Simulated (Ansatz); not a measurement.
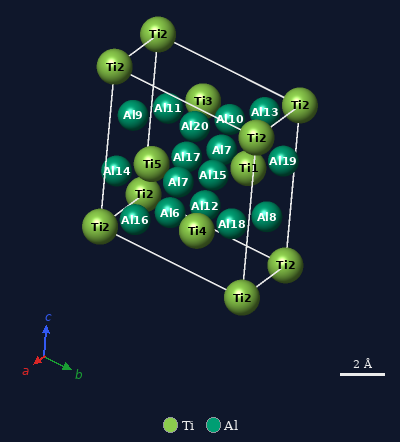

Figure 1. The input geometry (spheres-only view of the cell of the calculation, seen slightly off an axis; atoms are numbered from 1 in the order of the input). An atom can appear more than once, as a periodic image.

# Single-point calculation of TiAl3

- system: TiAl3 (I4/mmm, 20 atoms in the cell)
- method: DFT PBE, scalar-relativistic, plane waves, PAW, no spin polarisation (Ansatz 0.2.0)

The structure derives from a Materials Project entry. It belongs to a series of runs on one base structure; here: the perfect crystal in a cell of 20 atoms. Figures and captions count atoms from 1; the log counts them from 0 in places.

Input:
```yaml
crystal:
  lattice:
    - [-1.9226734291, -5.7680202874, 4.3114047973]
    - [-5.7680202874, 1.9226734291, -4.3114047973]
    - [5.7680202874, -1.9226734291, -4.3114047973]
  atoms:
    - { symbol: Ti, position: [0.4, 0.8, 0.6] }
    - { symbol: Ti, position: [0.0, 0.0, 0.0] }
    - { symbol: Ti, position: [0.2, 0.4, 0.8] }
    - { symbol: Ti, position: [0.8, 0.6, 0.2] }
    - { symbol: Ti, position: [0.6, 0.2, 0.4] }
    - { symbol: Al, position: [0.4, 0.3, 0.1] }
    - { symbol: Al, position: [1.0, 0.5, 0.5] }
    - { symbol: Al, position: [0.2, 0.9, 0.3] }
    - { symbol: Al, position: [0.8, 0.1, 0.7] }
    - { symbol: Al, position: [0.6, 0.7, 0.9] }
    - { symbol: Al, position: [0.5, 0.25, 0.75] }
    - { symbol: Al, position: [0.1, 0.45, 0.15] }
    - { symbol: Al, position: [0.3, 0.85, 0.95] }
    - { symbol: Al, position: [0.9, 0.05, 0.35] }
    - { symbol: Al, position: [0.7, 0.65, 0.55] }
    - { symbol: Al, position: [0.7, 0.15, 0.05] }
    - { symbol: Al, position: [0.3, 0.35, 0.45] }
    - { symbol: Al, position: [0.5, 0.75, 0.25] }
    - { symbol: Al, position: [0.1, 0.95, 0.65] }
    - { symbol: Al, position: [0.9, 0.55, 0.85] }
basis:
  ecutwfc: 420
  xc_grid: 2
kpoints:
  mp_grid: { grid: [1, 1, 1], shift: [0.0, 0.0, 0.0] }
hamiltonian:
  xc: pbe
scf:
  occupations: { method: gaussian, width: 0.1 }
output:
  forces: true
  stress: true
  eigenvalues: true
```

Run on 4 threads of Arm Neoverse V1, 24 GiB of memory available, shared host.

Launch command:
```bash
ansatz run input.yaml --threads 4 --pin off --max-ram 10240MiB --backend cpu --events-out ev --progress --plain --runs-dir out
```

What the program printed:
```
Engine: ansatz 0.2.0, aarch64-unknown-linux-gnu
Pseudopotentials: kind: paw
Pseudopotential: Ti, paw, valence charge 12, recommended cutoff 420 eV (normal), Ti.paw.azcp
Pseudopotential: Al, paw, valence charge 3, recommended cutoff 420 eV (normal), Al.paw.azcp
Functional definition: PBE
  parameter kappa = 0.804
  parameter beta = 0.06672455060314922
  exchange = pbe_x(kappa = kappa, mu = beta*pi^2/3)
  correlation = pbe_c(beta = beta)
Crystal: 20 atoms, lattice volume = 318.757 Å³
Basis set: ecut = 420 eV, 6339 PW (Γ), exchange–correlation on 100×100×100 points (8 copies of the dense FFT grid, shifted against one another)
Bands: 73, of which v1, the nominal top of the filled ones, is band 53 counted from 1 (52 counted from 0)
Symmetry: 40 space group operations
Space group: I4/mmm (ITA 139), of the structure as read, at distance tolerance 6.8e-5 Å
k-points: 1
Non-local potential: Ti, projectors of the file, l = 0: 3, l = 1: 2, l = 2: 3, l = 3: 1
Non-local potential: Al, projectors of the file, l = 0: 2, l = 1: 2, l = 2: 1
PAW form: soft (Blöchl's): semilocal exchange-correlation on the pseudo side does not see the compensation charge
PAW one-centre angular grid: Ti, 590 points (default); XC on 64 Gauss nodes
PAW one-centre angular grid: Al, 110 points (default); XC on 64 Gauss nodes
Initial density: superposition of atomic densities (neutral atoms: chi_scale 0, normalization atom), corrected by the library's trained network
Initial wavefunctions: pseudopotential atomic-orbital guess
Functional: x = pbe(κ = 0.804, μ = 0.2195149727645171), c = pbe(β = 0.06672455060314922)
SCF iter   1: F=—  HF=-20565.124035 eV  |F-HF|=—  |Δ(HF+E_count)|=         —  Δρ=2.21e-2  dr2=2.21e0  ethr=1.77e-3  ⟨swp⟩=10.0  Hψ=380  notcnv=0
preconditioner: auto → Resta (q_TF=auto, 2.267 Å⁻¹)  ε∞=11.4  [insulator: Δε(μ)=1.077 eV  Ē_g=5.206 eV  σ=0.100 eV  W_gap=0.62  n_scr=54 (ndim 8)  ℏωp=16.8 eV  f_vac=0.000  D(μ)=42.90/eV (n_scr^D=626)  ε∞_Penn≈11.4]
SCF iter   2: F=—  HF=-20564.851795 eV  |F-HF|=—  |Δ(HF+E_count)|=   2.72e-1  Δρ=7.08e-3  dr2=1.25e-1  ethr=1.77e-3  ⟨swp⟩=3.0  Hψ=107  notcnv=0  defer=10
SCF iter   3: F=—  HF=-20564.836510 eV  |F-HF|=—  |Δ(HF+E_count)|=   1.53e-2  Δρ=2.93e-3  dr2=2.03e-2  ethr=1.19e-4  ⟨swp⟩=2.0  Hψ=83  notcnv=0  defer=10
SCF iter   4: F=—  HF=-20564.835015 eV  |F-HF|=—  |Δ(HF+E_count)|=   1.50e-3  Δρ=3.99e-4  dr2=5.98e-4  ethr=1.93e-5  ⟨swp⟩=2.0  Hψ=86  notcnv=0  defer=10
SCF iter   5: F=—  HF=-20564.834953 eV  |F-HF|=—  |Δ(HF+E_count)|=   6.15e-5  Δρ=5.06e-5  dr2=6.53e-6  ethr=5.69e-7  ⟨swp⟩=2.0  Hψ=76  notcnv=0  defer=10
SCF iter   6: F=—  HF=-20564.835029 eV  |F-HF|=—  |Δ(HF+E_count)|=   7.54e-5  Δρ=1.09e-5  dr2=4.91e-7  ethr=6.22e-9  ⟨swp⟩=2.0  Hψ=92  notcnv=0  defer=11
SCF iter   7: F=-20564.835029 eV  HF=-20564.835029 eV  |F-HF|=6.76e-9  |Δ(HF+E_count)|=   9.60e-8  Δρ=1.45e-6  dr2=9.20e-9  ethr=9.52e-11  ⟨swp⟩=13.0  Hψ=340  notcnv=0
SCF 1 converged in 7 iterations: F = -20564.835029 eV  dr2 = 9.20e-9
  greatest PAW one-centre occupation: 0.999 electrons in one spin orbital (limit 2), on the Ti atom at site 4 (counted from 0), in its partial waves of l = 0
SCF converged after 7 iterations
Free energy (F): -20564.835029 eV
Harris-Foulkes:  -20564.835029 eV  (|F-HF|=6.76e-9)
Internal energy: -20564.620524 eV  (E = F + TS)
E sigma→0 (E₀):  -20564.727776 eV
Entropy (-TS):   -0.214505 eV (-10.725 meV/atom)
Fermi energy:    9.416640 eV
--- Per-component energies (eV) ---
  E_band       = -746.791649
  E_kinetic    = 1725.122005
  E_local      = -6013.114647  (includes V_loc(G=0)·N_el)
  E_nonlocal   = 201.831653
  E_hartree    = 2655.527970
  E_xc         = -1089.154726
  E_vxc        = -1052.021898  (∫ρ·V_xc dr)
  E_paw        = -12255.391848  (= ΣΔE_a)
  E_vpaw       = -919.672968  (= ΣTr[D̂ρ^β])
  E_aug_tail   = 0.000587  (compensation charges beyond the density's cutoff)
  E_ewald      = -5789.441517
  E_smearing   = -0.214505  (= −TS)
  E_closure    = -0.000000  (closes the sum)
  Σ components = -20564.835029   (vs F -20564.835029, Δ=0.00e0)
--- Forces (eV/Å), atoms counted from 1 ---
  atom   1  Ti     0.00000000     0.00000000    -0.00000000
  atom   2  Ti    -0.00000000     0.00000000     0.00000000
  atom   3  Ti    -0.00000000     0.00000000     0.00000000
  atom   4  Ti     0.00000000     0.00000000    -0.00000000
  atom   5  Ti    -0.00000000     0.00000000    -0.00000000
  atom   6  Al     0.00000000    -0.00000000     0.00000000
  atom   7  Al    -0.00000000     0.00000000    -0.00000000
  atom   8  Al     0.00000000    -0.00000000     0.00000000
  atom   9  Al    -0.00000000     0.00000000     0.00000000
  atom  10  Al    -0.00000000    -0.00000000     0.00000000
  atom  11  Al     0.00000000     0.00000000     0.00000000
  atom  12  Al    -0.00000000     0.00000000     0.00000000
  atom  13  Al     0.00000000     0.00000000    -0.00000000
  atom  14  Al     0.00000000    -0.00000000     0.00000000
  atom  15  Al     0.00000000    -0.00000000     0.00000000
  atom  16  Al     0.00000000    -0.00000000    -0.00000000
  atom  17  Al     0.00000000     0.00000000    -0.00000000
  atom  18  Al    -0.00000000    -0.00000000     0.00000000
  atom  19  Al    -0.00000000     0.00000000    -0.00000000
  atom  20  Al    -0.00000000    -0.00000000    -0.00000000
  max |Σ_I F_I| component: 2.17e-24 eV/Å
--- Stress (GPa, compression-positive) ---
       -1.119983      -0.000001      -0.000000
        0.000001      -1.119983      -0.000000
       -0.000000      -0.000000      -2.437260
  P = ⅓ Tr σ = -1.5591 GPa (-15.591 kbar)
--- Band table (eV) ---
  k-point 0: bands = ["-46.4930", "-46.4914", "-46.4914", "-46.4914", "-46.4914", "-22.9035", "-22.9035", "-22.9035", "-22.9035", "-22.8873", "-22.8873", "-22.8873", "-22.8873", "-22.8801", "-22.8801", "-22.6682", "-22.6667", "-22.6667", "-22.6667", "-22.6667", "-0.5548", "2.8378", "2.8378", "2.8378", "2.8378", "3.0283", "3.0283", "3.0283", "3.0283", "4.3193", "4.3193", "4.3193", "4.3193", "6.6585", "6.8500", "6.9215", "6.9215", "6.9215", "6.9215", "8.2220", "8.3970", "8.3970", "8.9176", "8.9176", "8.9176", "8.9176", "8.9420", "8.9420", "8.9420", "8.9420", "9.3941", "9.3941", "9.3941", "9.3941", "10.5646", "11.1320", "11.1320", "11.1711", "11.1711", "11.1711", "11.1711", "11.5640", "11.5640", "11.5640", "11.5640", "11.7094", "11.7094", "11.7094", "11.7094", "11.7619", "11.8413", "13.3172", "13.3172"]
```

Key numbers:

| quantity | value |
| --- | --- |
| outcome | converged |
| space group (tolerance 0.01 Å) | I4/mmm (139) |
| electrons treated | 105 |
| free energy | −20564.8350 eV |
| Fermi energy | 9.417 eV |
| gap on the k-point mesh | none (metallic) |
| pressure | −1.56 GPa |
| largest force (length of the vector) | under 0.001 eV/Å |
| wall time | 0.85 s (CPU time 2.7 s) |
| peak memory | 0.41 GiB |

Remarks:

The k-point mesh is coarse (a preliminary or cheap run), so energies and forces are approximate.
